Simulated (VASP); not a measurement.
## Single-point calculation, with input and output: Mg$_{2}$Sn

The run: single-point calculation of Mg$_{2}$Sn (Fm-3m, 3 atoms in the cell). Method and program: DFT, plane waves, PAW, settings varied from a PBE run (VASP 6.6.1).

The structure was built on a prototype by a generator. Some settings of this run were made unusual or wrong on purpose. The geometry comes from this level: r2SCAN (a point of a series of strains).

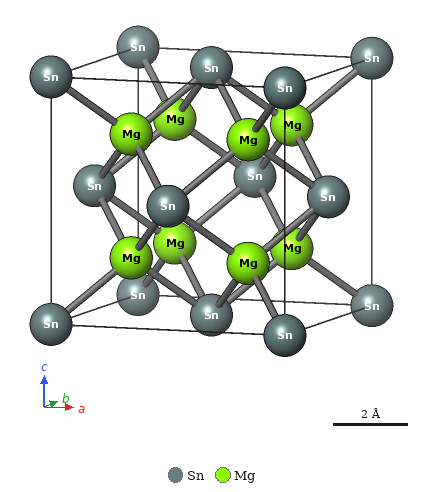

Figure 1. The structure (ball-and-stick view of the cell 4 times as large as that of the calculation, set on its symmetry axes, seen slightly off an axis). An atom can appear more than once, as a periodic image.

### INCAR
```
ENCUT = 520.000000
SIGMA = 0.020000
EDIFF = 1.00e-07
GGA = PE
PREC = Accurate
IBRION = -1
ISIF = 2
ISMEAR = -1
NBANDS = 16
NSW = 0
LASPH = .TRUE.
LCHARG = .FALSE.
LWAVE = .FALSE.
LREAL = .FALSE.
NELM = 83
LDAU = .TRUE.
LDAUTYPE = 2
LDAUL = 2 2 2
LDAUU = 4 4 4
```

### KPOINTS
```
KPOINTS created by Atomic Simulation Environment
0
Gamma
6 6 6
0 0 0
```

### POSCAR
```
Sn Mg
 1.0000000000000000
    -0.0000000000000000    3.3799352820842841    3.3799352820842841
     3.3799352820842841    0.0000000000000000    3.3799352820842841
     3.3799352820842841    3.3799352820842841   -0.0000000000000000
 Sn  Mg
   1   2
Cartesian
  0.0000000000000000 -0.0000000000000000  0.0000000000000000
  1.6899676410421418  1.6899676410421418  1.6899676410421418
  5.0699029231264250  5.0699029231264250  5.0699029231264250
```

Launched with:
```bash
mpirun -np 1 vasp_std
```

### OSZICAR
```
N       E                     dE             d eps       ncg     rms          rms(c)
DAV:   1     0.957814579828E+02    0.95781E+02   -0.85271E+03   512   0.121E+03
DAV:   2     0.128076136952E+01   -0.94501E+02   -0.91900E+02   536   0.295E+02
DAV:   3    -0.730221129903E+01   -0.85830E+01   -0.85386E+01   640   0.803E+01
DAV:   4    -0.753598644549E+01   -0.23378E+00   -0.23375E+00   640   0.139E+01
DAV:   5    -0.754496462614E+01   -0.89782E-02   -0.89780E-02   736   0.255E+00    0.330E+00
DAV:   6    -0.729853782323E+01    0.24643E+00   -0.21107E-01   640   0.182E+00    0.177E+00
DAV:   7    -0.723355555616E+01    0.64982E-01   -0.18046E-01   608   0.276E+00    0.479E-01
DAV:   8    -0.723560371741E+01   -0.20482E-02   -0.12546E-02   664   0.123E+00    0.190E-01
DAV:   9    -0.723579253311E+01   -0.18882E-03   -0.74177E-04   616   0.312E-01    0.447E-02
DAV:  10    -0.723583379734E+01   -0.41264E-04   -0.68627E-05   640   0.509E-02    0.170E-02
DAV:  11    -0.723583711148E+01   -0.33141E-05   -0.57872E-06   616   0.158E-02    0.473E-03
DAV:  12    -0.723583823398E+01   -0.11225E-05   -0.38721E-06   536   0.970E-03    0.265E-03
DAV:  13    -0.723583820988E+01    0.24096E-07   -0.18507E-07   624   0.208E-03
   1 F= -.72358382E+01 E0= -.72358310E+01  d E =-.144856E-04
```

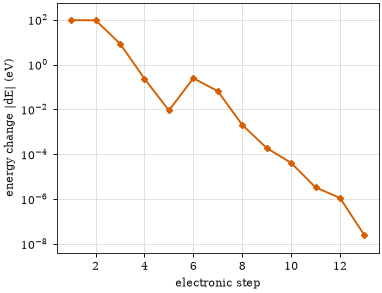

Figure 2. Convergence of the self-consistent field: energy change |dE| against the electronic step. It takes 13 electronic steps. The density is held fixed in the first few steps, and dE rises again when its update begins.

### Parts of OUTCAR
```
k-points           NKPTS =     16   k-points in BZ     NKDIM =     16   number of bands    NBANDS=     16

   NELECT =      18.0000    total number of electrons

   dimension x,y,z NGX =    36 NGY =   36 NGZ =   36
   dimension x,y,z NGXF=    72 NGYF=   72 NGZF=   72

  energy-cutoff  :      520.00
  volume of cell :       77.22
      direct lattice vectors                 reciprocal lattice vectors
     0.000000000  3.379935282  3.379935282    -0.147931827  0.147931827  0.147931827
     3.379935282  0.000000000  3.379935282     0.147931827 -0.147931827  0.147931827
     3.379935282  3.379935282  0.000000000     0.147931827  0.147931827 -0.147931827

 k-points in reciprocal lattice and weights: KPOINTS created by Atomic Simulation Env
   0.00000000  0.00000000  0.00000000       0.005
   0.16666667  0.00000000  0.00000000       0.037
   0.33333333  0.00000000  0.00000000       0.037
   0.50000000  0.00000000  0.00000000       0.019
   0.16666667  0.16666667  0.00000000       0.028
   0.33333333  0.16666667  0.00000000       0.111
   0.50000000  0.16666667  0.00000000       0.111
  -0.33333333  0.16666667  0.00000000       0.111
  -0.16666667  0.16666667  0.00000000       0.056
   0.33333333  0.33333333  0.00000000       0.028
   0.50000000  0.33333333  0.00000000       0.111
  -0.33333333  0.33333333  0.00000000       0.056
   0.50000000  0.50000000  0.00000000       0.014
   0.50000000  0.33333333  0.16666667       0.111
  -0.33333333  0.33333333  0.16666667       0.111
  -0.33333333  0.50000000  0.16666667       0.056

 E-fermi :   4.1824

 k-point     1 :       0.0000    0.0000    0.0000
  band No.  band energies     occupation
      1     -18.7031      2.00000
      2     -18.7031      2.00000
      3     -18.7031      2.00000
      4     -18.6600      2.00000
      5     -18.6600      2.00000
      6      -4.8221      2.00000
      7       4.3354      0.00095
      8       4.3354      0.00095
      9       4.3354      0.00095
     10       5.7044      0.00000
     11       6.2385      0.00000
     12       6.2385      0.00000
     13       6.2385      0.00000
     14       8.3110      0.00000
     15       9.6126      0.00000
     16       9.6126      0.00000

 k-point     2 :       0.1667    0.0000    0.0000
  band No.  band energies     occupation
      1     -18.7030      2.00000
      2     -18.7024      2.00000
      3     -18.7024      2.00000
      4     -18.6599      2.00000
      5     -18.6599      2.00000
      6      -4.5987      2.00000
      7       2.4444      2.00000
      8       4.0146      1.99955
      9       4.0146      1.99955
     10       5.5525      0.00000
     11       6.6879      0.00000
     12       6.6879      0.00000
     13       7.6891      0.00000
     14       8.6120      0.00000
     15       8.6120      0.00000
     16       9.2045      0.00000

 k-point     3 :       0.3333    0.0000    0.0000
  band No.  band energies     occupation
      1     -18.7027      2.00000
      2     -18.7012      2.00000
      3     -18.7012      2.00000
      4     -18.6597      2.00000
      5     -18.6597      2.00000
      6      -4.0082      2.00000
      7       0.4175      2.00000
      8       3.6213      2.00000
      9       3.6213      2.00000
     10       5.0325      0.00000
     11       6.5930      0.00000
     12       6.5930      0.00000
     13       8.5628      0.00000
     14       9.4179      0.00000
     15       9.4179      0.00000
     16       9.8710      0.00000

 k-point     4 :       0.5000    0.0000    0.0000
  band No.  band energies     occupation
      1     -18.7025      2.00000
      2     -18.7005      2.00000
      3     -18.7005      2.00000
      4     -18.6595      2.00000
      5     -18.6595      2.00000
      6      -3.5549      2.00000
      7      -0.5321      2.00000
      8       3.4793      2.00000
      9       3.4793      2.00000
     10       4.8538      0.00000
     11       6.3571      0.00000
     12       6.3571      0.00000
     13       8.2587      0.00000
     14      11.2668      0.00000
     15      11.2668      0.00000
     16      11.8218      0.00000

 k-point     5 :       0.1667    0.1667    0.0000
  band No.  band energies     occupation
      1     -18.7037      2.00000
      2     -18.7018      2.00000
      3     -18.7018      2.00000
      4     -18.6604      2.00000
      5     -18.6594      2.00000
      6      -4.5232      2.00000
      7       2.6826      2.00000
      8       3.4273      2.00000
      9       3.4273      2.00000
     10       5.2915      0.00000
     11       6.6798      0.00000
     12       7.5850      0.00000
     13       7.5850      0.00000
     14       8.0988      0.00000
     15       9.8656      0.00000
     16       9.9378      0.00000

 k-point     6 :       0.3333    0.1667    0.0000
  band No.  band energies     occupation
      1     -18.7036      2.00000
      2     -18.7007      2.00000
      3     -18.7005      2.00000
      4     -18.6604      2.00000
      5     -18.6590      2.00000
      6      -4.0453      2.00000
      7       1.0646      2.00000
      8       2.7494      2.00000
      9       3.0180      2.00000
     10       5.3416      0.00000
     11       6.5989      0.00000
     12       7.2625      0.00000
     13       7.8880      0.00000
     14      10.1414      0.00000
     15      10.3015      0.00000
     16      10.3560      0.00000

 k-point     7 :       0.5000    0.1667    0.0000
  band No.  band energies     occupation
      1     -18.7026      2.00000
      2     -18.7005      2.00000
      3     -18.6998      2.00000
      4     -18.6600      2.00000
      5     -18.6591      2.00000
      6      -3.4666      2.00000
      7      -0.2172      2.00000
      8       2.1301      2.00000
      9       3.0098      2.00000
     10       5.2455      0.00000
     11       6.9002      0.00000
     12       7.3267      0.00000
     13       8.4492      0.00000
     14       9.8222      0.00000
     15      11.2303      0.00000
     16      11.6261      0.00000

 k-point     8 :      -0.3333    0.1667    0.0000
  band No.  band energies     occupation
      1     -18.7021      2.00000
      2     -18.7009      2.00000
      3     -18.7005      2.00000
      4     -18.6596      2.00000
      5     -18.6596      2.00000
      6      -3.6318      2.00000
      7       0.1145      2.00000
      8       1.9168      2.00000
      9       3.3943      2.00000
     10       5.5607      0.00000
     11       6.8805      0.00000
     12       7.0661      0.00000
     13       8.9569      0.00000
     14       9.0704      0.00000
     15      10.1170      0.00000
     16      11.0893      0.00000

 k-point     9 :      -0.1667    0.1667    0.0000
  band No.  band energies     occupation
      1     -18.7028      2.00000
      2     -18.7018      2.00000
      3     -18.7013      2.00000
      4     -18.6600      2.00000
      5     -18.6595      2.00000
      6      -4.2466      2.00000
      7       1.5526      2.00000
      8       2.4135      2.00000
      9       3.9705      1.99995
     10       6.1195      0.00000
     11       6.8780      0.00000
     12       6.8837      0.00000
     13       7.6581      0.00000
     14       7.7890      0.00000
     15      10.3552      0.00000
     16      10.4837      0.00000

 k-point    10 :       0.3333    0.3333    0.0000
  band No.  band energies     occupation
      1     -18.7050      2.00000
      2     -18.6992      2.00000
      3     -18.6992      2.00000
      4     -18.6611      2.00000
      5     -18.6582      2.00000
      6      -3.7143      2.00000
      7       0.7612      2.00000
      8       2.5072      2.00000
      9       2.5072      2.00000
     10       4.3364      0.00090
     11       5.0018      0.00000
     12       9.6336      0.00000
     13       9.6336      0.00000
     14      10.6779      0.00000
     15      10.8887      0.00000
     16      12.5857      0.00000

 k-point    11 :       0.5000    0.3333    0.0000
  band No.  band energies     occupation
      1     -18.7045      2.00000
      2     -18.6988      2.00000
      3     -18.6985      2.00000
      4     -18.6611      2.00000
      5     -18.6581      2.00000
      6      -3.2208      2.00000
      7       0.0708      2.00000
      8       1.4175      2.00000
      9       2.4083      2.00000
     10       4.4753      0.00000
     11       5.7449      0.00000
     12       9.4086      0.00000
     13       9.4438      0.00000
     14      11.4344      0.00000
     15      11.7164      0.00000
     16      12.6648      0.00000

 k-point    12 :      -0.3333    0.3333    0.0000
  band No.  band energies     occupation
      1     -18.7026      2.00000
      2     -18.7002      2.00000
      3     -18.6991      2.00000
      4     -18.6603      2.00000
      5     -18.6588      2.00000
      6      -3.1749      2.00000
      7       0.4068      2.00000
      8       0.4281      2.00000
      9       2.7516      2.00000
     10       4.8333      0.00000
     11       8.0821      0.00000
     12       8.8030      0.00000
     13       9.0690      0.00000
     14       9.1155      0.00000
     15       9.1846      0.00000
     16      12.4736      0.00000

 k-point    13 :       0.5000    0.5000    0.0000
  band No.  band energies     occupation
      1     -18.7056      2.00000
      2     -18.6978      2.00000
      3     -18.6978      2.00000
      4     -18.6616      2.00000
      5     -18.6576      2.00000
      6      -3.0406      2.00000
      7      -0.3105      2.00000
      8       2.1820      2.00000
      9       2.1820      2.00000
     10       3.9997      1.99978
     11       4.3874      0.00007
     12      11.6019      0.00000
     13      11.6019      0.00000
     14      11.9504      0.00000
     15      12.0032      0.00000
     16      12.0032      0.00000

 k-point    14 :       0.5000    0.3333    0.1667
  band No.  band energies     occupation
      1     -18.7033      2.00000
      2     -18.7004      2.00000
      3     -18.6993      2.00000
      4     -18.6605      2.00000
      5     -18.6587      2.00000
      6      -3.5338      2.00000
      7       0.5134      2.00000
      8       1.4296      2.00000
      9       2.5572      2.00000
     10       6.0465      0.00000
     11       6.2925      0.00000
     12       6.9580      0.00000
     13       9.4416      0.00000
     14      10.0795      0.00000
     15      11.0962      0.00000
     16      11.7955      0.00000

 k-point    15 :      -0.3333    0.3333    0.1667
  band No.  band energies     occupation
      1     -18.7019      2.00000
      2     -18.7014      2.00000
      3     -18.6986      2.00000
      4     -18.6603      2.00000
      5     -18.6588      2.00000
      6      -3.1740      2.00000
      7       0.0740      2.00000
      8       1.0071      2.00000
      9       2.1978      2.00000
     10       6.2394      0.00000
     11       6.4282      0.00000
     12       8.2364      0.00000
     13       8.5121      0.00000
     14       9.5814      0.00000
     15      11.6075      0.00000
     16      12.0739      0.00000

 k-point    16 :      -0.3333    0.5000    0.1667
  band No.  band energies     occupation
      1     -18.7037      2.00000
      2     -18.6998      2.00000
      3     -18.6979      2.00000
      4     -18.6609      2.00000
      5     -18.6582      2.00000
      6      -3.0150      2.00000
      7       0.0502      2.00000
      8       1.0852      2.00000
      9       1.6888      2.00000
     10       5.7404      0.00000
     11       5.8422      0.00000
     12       8.6849      0.00000
     13       8.7968      0.00000
     14      11.8464      0.00000
     15      12.1396      0.00000
     16      12.2899      0.00000

  Total        0.5308693      0.5308693      0.5308693      0.0000000      0.0000000      0.0000000
  in kB       11.0139487     11.0139487     11.0139487      0.0000000      0.0000000      0.0000000
  external PRESSURE =      11.0139487 kB  Pullay stress =       0.0000000 kB

 POSITION                                       TOTAL-FORCE (eV/Angst)
 -----------------------------------------------------------------------------------
      0.00000      0.00000      0.00000         0.000000      0.000000      0.000000
      1.68997      1.68997      1.68997        -0.000000     -0.000000     -0.000000
      5.06990      5.06990      5.06990         0.000000      0.000000      0.000000
 -----------------------------------------------------------------------------------
    total drift:                               -0.000000      0.000000      0.000000

  FREE ENERGIE OF THE ION-ELECTRON SYSTEM (eV)
  ---------------------------------------------------
  free  energy   TOTEN  =        -7.2358382099 eV

  energy  without entropy=       -7.2358237243  energy(sigma->0) =       -7.23583097
```

### Outcome

```json
{"quantity": "outcome", "value": "converged"}
{"quantity": "space group (tolerance 0.01 Å)", "value": "Fm-3m (225)"}
{"quantity": "electrons treated", "value": "18"}
{"quantity": "free energy", "value": "−7.2358 eV"}
{"quantity": "Fermi energy", "value": "4.182 eV"}
{"quantity": "band gap", "value": "none (metallic)"}
{"quantity": "pressure", "value": "1.10 GPa"}
{"quantity": "largest force (length of the vector)", "value": "under 0.001 eV/Å"}
{"quantity": "hardware", "value": "1 CPU thread, shared host"}
{"quantity": "wall time", "value": "19 s"}
{"quantity": "peak memory", "value": "0.21 GiB"}
```

### Diagnosis

Some settings of this run were drawn to be unusual or wrong (NELM = 83; LDAU = .TRUE.; LDAUTYPE = 2; LDAUL = 2 2 2; LDAUU = 4 4 4). It converged; results that depend on the unusual settings are not reference values.
